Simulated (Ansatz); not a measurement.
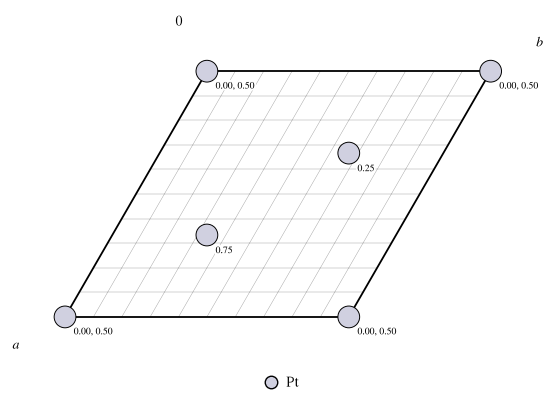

Plan of a unit cell projected along c (a down the page, b across); the numbers are heights as fractions of c, and atoms on the cell's edges are repeated. The grid marks tenths of a and b. Source: the input geometry of an electronic-structure calculation (not necessarily at equilibrium); the starting structure was generated, so it need not be a known form of this composition. All values are computed from the atomic coordinates in the standard setting (tolerance 0.002 Å).

a = 2.756 Å, b = 2.756 Å, c = 9.330 Å, α = 90.00°, β = 90.00°, γ = 120.00°.

**What does the cell contain?**

4 Pt: Pt, Z = 4.

**Give the fractional coordinates of all atoms, to two places.**

```
atom     x     y     z
  Pt  0.00  0.00  0.00
  Pt  0.00  0.00  0.50
  Pt  0.33  0.67  0.25
  Pt  0.67  0.33  0.75
```
